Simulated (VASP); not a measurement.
Sr: geometry relaxation (part 2 of 2)

Sr (Fm-3m, 1 atom in the cell); Kohn-Sham DFT of a periodic cell, r2SCAN, VASP PAW PBE potentials, recommended, no spin polarisation (VASP 6.6.1); cutoff 600 eV, 12×12×12 k-mesh, Gaussian smearing of 0.1 eV. The structure derives from a Materials Project entry.

Geometry of the input (Å; fractional positions):
```
0.0000  3.0336  3.0336
3.0336  0.0000  3.0336
3.0336  3.0336  0.0000
Sr 0.0000  0.0000  0.0000
```

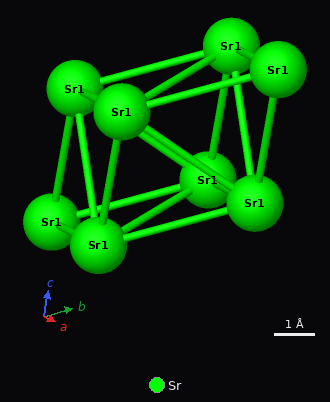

Figure 1. The geometry at step 1 of the log (ball-and-stick view of the cell of the calculation, seen slightly off an axis; atoms are numbered from 1 in the order of the input).

**Parts of OUTCAR, continued**
```
   k-points           NKPTS =     72   k-points in BZ     NKDIM =     72   number of bands    NBANDS=      9
   number of dos      NEDOS =    301   number of ions     NIONS =      1
   total plane-waves  NPLWV =  46656
   dimension x,y,z NGX =    36 NGY =   36 NGZ =   36
   dimension x,y,z NGXF=    72 NGYF=   72 NGZF=   72
   ions per type =               1
   NGX,Y,Z   is equivalent  to a cutoff of  13.95, 13.95, 13.95 a.u.
   NGXF,Y,Z  is equivalent  to a cutoff of  27.90, 27.90, 27.90 a.u.
 SYSTEM =  unknown system
   PREC   = accura    normal or accurate (medium, high low for compatibility)
   ISTART =      0    job   : 0-new  1-cont  2-samecut
   ICHARG =      2    charge: 1-file 2-atom 10-const
   ISPIN  =      1    spin polarized calculation?
   LNONCOLLINEAR =      F non collinear calculations
   LSORBIT =      F    spin-orbit coupling
   LASPH  =      T    aspherical Exc in radial PAW
   ENCUT  =  600.0 eV  44.10 Ry    6.64 a.u.   8.57  8.57  8.57*2*pi/ulx,y,z
   NELM   =     80;   NELMIN=  2; NELMDL= -5     # of ELM steps
   EDIFF  = 0.1E-06   stopping-criterion for ELM
   LREAL  =      F    real-space projection
   EDIFFG = -.5E-02   stopping-criterion for IOM
   NSW    =     90    number of steps for IOM
   IBRION =      2    ionic relax: 0-MD 1-quasi-New 2-CG
   NFREE  =      1    steps in history (QN), initial steepest desc. (CG)
   ISIF   =      3    stress and relaxation
   ISYM   =      2    0-nonsym 1-usesym 2-fastsym
   POTIM  = 0.5000    time-step for ionic-motion
   TEBEG  =    0.0;   TEEND  =   0.0 temperature during run
   PSTRESS=    0.0 pullay stress
   NELECT =      10.0000    total number of electrons
   NUPDOWN=      -1.0000    fix difference up-down
   EMIN   =  10.00;   EMAX   =-10.00  energy-range for DOS
   EFERMI =   0.00;   METHOD = LEGACY
   ISMEAR =     0;   SIGMA  =   0.10  broadening in eV -4-tet -1-fermi 0-gaus
   EFERMI_NEDOS =   21; number of points for ismear=-14 and -15
   IALGO  =     38    algorithm
   IMIX   =      4    mixing-type and parameters
     AMIX     =   0.40;   BMIX     =  1.00
     AMIX_MAG =   1.60;   BMIX_MAG =  1.00
  volume/ion in A,a.u.               =      55.83       376.79
  Fermi-wavevector in a.u.,A,eV,Ry     =   0.922797  1.743833 11.586094  0.851554
  Thomas-Fermi vector in A             =   2.048363
   LORBIT       =      0    0 simple, 1 ext, 2 COOP (PROOUT), +10 PAW based schemes
   METAGGA = R2SCAN    functional components
   LHFCALC =     F    Hartree Fock is set to
   AEXX    =    0.0000 exact exchange contribution
   IVDW    =     0    specifies the selected vdW correction
   LEPSILON=     F    determine dielectric tensor
   LRPA    =     F    only Hartree local field effects (RPA)
 conjugate gradient relaxation of ions
 non-spin polarized calculation
 Gauss-broadening in eV      SIGMA  =   0.10
  energy-cutoff  :      600.00
  volume of cell :       55.83
 maximum number of plane-waves:      1892
 NGX is ok and might be reduce to    36
   NGX = 17   NGY = 17   NGZ = 17

--------------------------------------- Ionic step        1  -------------------------------------------

 number of electron      10.0000000 magnetization

 Free energy of the ion-electron system (eV)
  ---------------------------------------------------
  ext. energy  EPLUGINS =         0.00000000
  ---------------------------------------------------
  free energy    TOTEN  =       -15.10069347 eV

  energy without entropy =      -15.09182623  energy(sigma->0) =      -15.09625985

------------------------ aborting loop because EDIFF is reached ----------------------------------------

  FORCE on cell =-STRESS in cart. coord.  units (eV):
  Direction    XX          YY          ZZ          XY          YZ          ZX
  --------------------------------------------------------------------------------------
  -------------------------------------------------------------------------------------
  Total        0.0706275      0.0706275      0.0706275      0.0000000      0.0000000      0.0000000
  in kB        2.0266467      2.0266467      2.0266467      0.0000000      0.0000000      0.0000000
  external PRESSURE =       2.0266467 kB  Pullay stress =       0.0000000 kB

 VOLUME and BASIS-vectors are now :
 -----------------------------------------------------------------------------
  energy-cutoff  :      600.00
  volume of cell :       55.83
      direct lattice vectors                 reciprocal lattice vectors
     0.000000000  3.033603130  3.033603130    -0.164820505  0.164820505  0.164820505
     3.033603130  0.000000000  3.033603130     0.164820505 -0.164820505  0.164820505
     3.033603130  3.033603130  0.000000000     0.164820505  0.164820505 -0.164820505

 POSITION                                       TOTAL-FORCE (eV/Angst)
 -----------------------------------------------------------------------------------
      0.00000      0.00000      0.00000         0.000000     -0.000000      0.000000
 -----------------------------------------------------------------------------------
    total drift:                               -0.000000      0.000000      0.000000

  FREE ENERGIE OF THE ION-ELECTRON SYSTEM (eV)
  ---------------------------------------------------
  free  energy   TOTEN  =       -15.1006934747 eV

  energy  without entropy=      -15.0918262328  energy(sigma->0) =      -15.09625985

--------------------------------------- Ionic step        2  -------------------------------------------

 number of electron      10.0000000 magnetization

------------------------ aborting loop because EDIFF is reached ----------------------------------------

  FORCE on cell =-STRESS in cart. coord.  units (eV):
  Direction    XX          YY          ZZ          XY          YZ          ZX
  --------------------------------------------------------------------------------------
  -------------------------------------------------------------------------------------
  Total        0.0288169      0.0288169      0.0288169     -0.0000000     -0.0000000      0.0000000
  in kB        0.8185035      0.8185035      0.8185035     -0.0000000     -0.0000000      0.0000000
  external PRESSURE =       0.8185035 kB  Pullay stress =       0.0000000 kB

 VOLUME and BASIS-vectors are now :
 -----------------------------------------------------------------------------
  energy-cutoff  :      600.00
  volume of cell :       56.41
      direct lattice vectors                 reciprocal lattice vectors
    -0.000000000  3.043939397  3.043939397    -0.164260826  0.164260826  0.164260826
     3.043939397 -0.000000000  3.043939397     0.164260826 -0.164260826  0.164260826
     3.043939397  3.043939397  0.000000000     0.164260826  0.164260826 -0.164260826

 POSITION                                       TOTAL-FORCE (eV/Angst)
 -----------------------------------------------------------------------------------
      3.04394      6.08788      3.04394         0.000000      0.000000      0.000000
 -----------------------------------------------------------------------------------
    total drift:                                0.000000      0.000000      0.000000

  FREE ENERGIE OF THE ION-ELECTRON SYSTEM (eV)
  ---------------------------------------------------
  free  energy   TOTEN  =       -15.1011987507 eV

  energy  without entropy=      -15.0922364927  energy(sigma->0) =      -15.09671762

--------------------------------------- Ionic step        3  -------------------------------------------

 number of electron      10.0000000 magnetization

 Free energy of the ion-electron system (eV)
  ---------------------------------------------------
  ext. energy  EPLUGINS =         0.00000000
  ---------------------------------------------------
  free energy    TOTEN  =       -15.10129866 eV

  energy without entropy =      -15.09228640  energy(sigma->0) =      -15.09679253

 E-fermi :   1.4765     XC(G=0):  -7.6884     alpha+bet : -5.9367

 val. band max:        1.4558215982   @ k =  -0.4167   0.2500   0.0000
 cond. band min:       1.4769156687   @ k =   0.5000   0.0833   0.0000
 fundamental gap:      0.0210940705
 Fermi energy:         1.4764986455

 k-point     1 :       0.0000    0.0000    0.0000
  band No.  band energies     occupation
      1     -36.5940      2.00000
      2     -17.8575      2.00000
      3     -17.8575      2.00000
      4     -17.8575      2.00000
      5      -2.2923      2.00000
      6       4.1582      0.00000
      7       4.1582      0.00000
      8       4.1582      0.00000
      9       5.6549      0.00000

 k-point     2 :       0.0833    0.0000    0.0000
  band No.  band energies     occupation
      1     -36.5932      2.00000
      2     -17.8700      2.00000
      3     -17.8591      2.00000
      4     -17.8591      2.00000
      5      -2.1781      2.00000
      6       3.9612      0.00000
      7       4.2114      0.00000
      8       4.2114      0.00000
      9       5.5795      0.00000

 k-point     3 :       0.1667    0.0000    0.0000
  band No.  band energies     occupation
      1     -36.5908      2.00000
      2     -17.9040      2.00000
      3     -17.8637      2.00000
      4     -17.8637      2.00000
      5      -1.8450      2.00000
      6       3.4934      0.00000
      7       4.3126      0.00000
      8       4.3126      0.00000
      9       5.4713      0.00000

 k-point     4 :       0.2500    0.0000    0.0000
  band No.  band energies     occupation
      1     -36.5875      2.00000
      2     -17.9498      2.00000
      3     -17.8698      2.00000
      4     -17.8698      2.00000
      5      -1.3235      2.00000
      6       2.9313      0.00000
      7       4.2983      0.00000
      8       4.2983      0.00000
      9       5.5933      0.00000

 k-point     5 :       0.3333    0.0000    0.0000
  band No.  band energies     occupation
      1     -36.5843      2.00000
      2     -17.9950      2.00000
      3     -17.8760      2.00000
      4     -17.8760      2.00000
      5      -0.6678      2.00000
      6       2.3531      0.00000
      7       4.1533      0.00000
      8       4.1533      0.00000
      9       5.9992      0.00000

 [... the levels of 18 k-points are left out ...]

 k-point    24 :      -0.4167    0.1667    0.0000
  band No.  band energies     occupation
      1     -36.5797      2.00000
      2     -18.0225      2.00000
      3     -17.9149      2.00000
      4     -17.8887      2.00000
      5       0.7705      2.00000
      6       1.5145      0.59092
      7       3.3004      0.00000
      8       4.2884      0.00000
      9       6.3998      0.00000

 [... further k-points ...]

------------------------ aborting loop because EDIFF is reached ----------------------------------------

  FORCE on cell =-STRESS in cart. coord.  units (eV):
  Direction    XX          YY          ZZ          XY          YZ          ZX
  --------------------------------------------------------------------------------------
  -------------------------------------------------------------------------------------
  Total       -0.0019848     -0.0019848     -0.0019848      0.0000000      0.0000000      0.0000000
  in kB       -0.0559501     -0.0559501     -0.0559501      0.0000000      0.0000000      0.0000000
  external PRESSURE =      -0.0559501 kB  Pullay stress =       0.0000000 kB

 VOLUME and BASIS-vectors are now :
 -----------------------------------------------------------------------------
  energy-cutoff  :      600.00
  volume of cell :       56.84
      direct lattice vectors                 reciprocal lattice vectors
    -0.000000000  3.051622510  3.051622510    -0.163847264  0.163847264  0.163847264
     3.051622510 -0.000000000  3.051622510     0.163847264 -0.163847264  0.163847264
     3.051622510  3.051622510  0.000000000     0.163847264  0.163847264 -0.163847264

 POSITION                                       TOTAL-FORCE (eV/Angst)
 -----------------------------------------------------------------------------------
      0.00000     -0.00000      0.00000        -0.000000      0.000000     -0.000000
 -----------------------------------------------------------------------------------
    total drift:                               -0.000000      0.000000      0.000000

  FREE ENERGIE OF THE ION-ELECTRON SYSTEM (eV)
  ---------------------------------------------------
  free  energy   TOTEN  =       -15.1012986576 eV

  energy  without entropy=      -15.0922863952  energy(sigma->0) =      -15.09679253

 reached required accuracy - stopping structural energy minimisation
```

**CONTCAR**
```
Sr
   1.00000000000000
    -0.0000000000000000    3.0516225097203491    3.0516225097203491
     3.0516225097203491   -0.0000000000000000    3.0516225097203491
     3.0516225097203491    3.0516225097203491    0.0000000000000000
  Sr
     1
Direct
     0.0000000000000000    0.0000000000000000    0.0000000000000000

  0.00000000E+00  0.00000000E+00  0.00000000E+00
```

**Trajectory as extended XYZ (Å, eV, eV/Å), 3 frames, from step=0 to step=2**
```
1
Lattice="0.0000 3.0336 3.0336 3.0336 0.0000 3.0336 3.0336 3.0336 0.0000" Properties=species:S:1:pos:R:3:forces:R:3 step=0 energy=-15.10069
Sr    0.0000    0.0000    0.0000    0.0000   0.0000   0.0000
1
Lattice="-0.0000 3.0439 3.0439 3.0439 -0.0000 3.0439 3.0439 3.0439 0.0000" Properties=species:S:1:pos:R:3:forces:R:3 step=1 energy=-15.10120
Sr    3.0439    6.0879    3.0439    0.0000   0.0000   0.0000
1
Lattice="-0.0000 3.0516 3.0516 3.0516 -0.0000 3.0516 3.0516 3.0516 0.0000" Properties=species:S:1:pos:R:3:forces:R:3 step=2 energy=-15.10130
Sr    0.0000    0.0000    0.0000    0.0000   0.0000   0.0000
```
